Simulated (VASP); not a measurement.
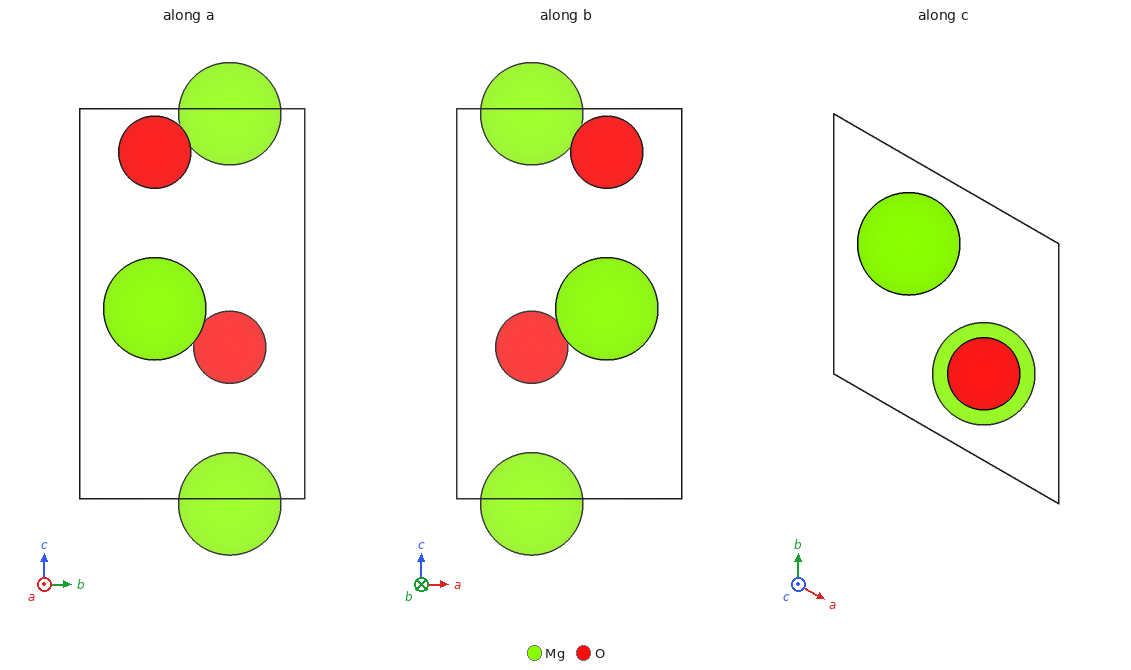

Structure drawing (spheres-only), viewed along the a axis, along the b axis and along the c axis. The conventional unit cell is drawn as a box.

Lattice parameters: a = 3.2882 Å, b = 3.2882 Å, c = 4.9337 Å, α = 90.000°, β = 90.000°, γ = 120.000°.

> Express the structure as a CIF with its space group and independent sites, with free fractional coordinates to two decimals.

```cif
data_structure
_symmetry_space_group_name_H-M 'P 63 m c'
_symmetry_Int_Tables_number 186
_cell_length_a 3.2882
_cell_length_b 3.2882
_cell_length_c 4.9337
_cell_angle_alpha 90.000
_cell_angle_beta 90.000
_cell_angle_gamma 120.000
_cell_volume 46.20
loop_
_atom_site_label
_atom_site_type_symbol
_atom_site_symmetry_multiplicity
_atom_site_Wyckoff_symbol
_atom_site_fract_x
_atom_site_fract_y
_atom_site_fract_z
_atom_site_occupancy
Mg1 Mg 2 b 0.3333 0.6667 0.99 1
O1 O 2 b 0.3333 0.6667 0.39 1
```

The initial geometry was a structure type filled with these elements by a generator (whether the compound takes this form wasn't checked). The cell was then strained or its atoms displaced on purpose. An electronic-structure calculation with VASP was run on it.
